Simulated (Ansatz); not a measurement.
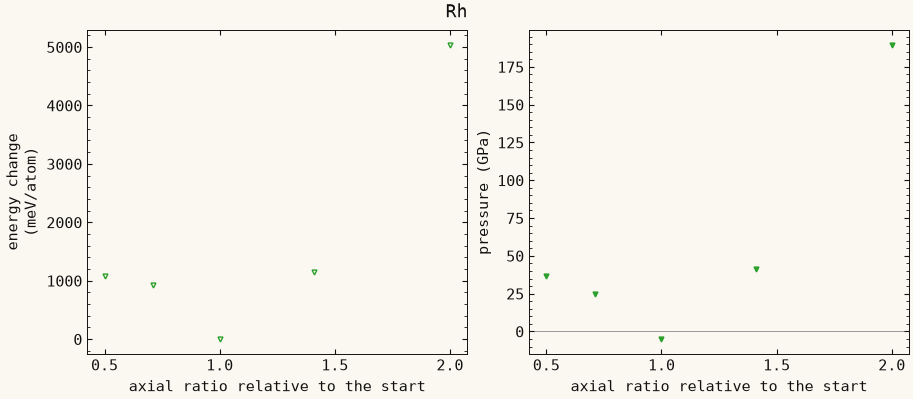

Plotted: energy change and pressure against relative axial ratio for Rh, space group Fm-3m (No. 225).

The given structure:
```yaml
crystal:
  lattice:
    - [0.00000, 1.90155, 1.90155]
    - [1.90155, 0.00000, 1.90155]
    - [1.90155, 1.90155, 0.00000]
  atoms:
    - { symbol: Rh, position: [0.00000, 0.00000, 0.00000] }
```

Method: deformation of a crystal at fixed volume, lengths along the axis scaled against those across it, fractional coordinates fixed, by plane-wave density functional theory with PAW datasets, free energies less that of the undisturbed cell, pressure positive in compression; scalar-relativistic (Ansatz 0.2.0). Level: PBEsol, no spin polarisation.

wave cutoff 420 eV; k mesh 24×24×24; occupations Gaussian; smearing width 0.15 eV; k shift (0, 0, 0) (mesh steps); start as given; path trigonal; axis direction (0.5774, 0.5774, 0.5774) (Cartesian unit vector).

### Where is the energy change lowest, and are there other minima?

The lowest computed point is at relative axial ratio 1.00 (0 meV/atom), and no other minimum shows.

### How does the pressure vary with relative axial ratio?

It goes from 37 GPa at relative axial ratio 0.50 to 190 GPa at 2.00, not monotonically, with a low of −5 GPa at 1.00, and changes sign near 0.95 and 1.05.

Caveats: reference crystal is not relaxed.
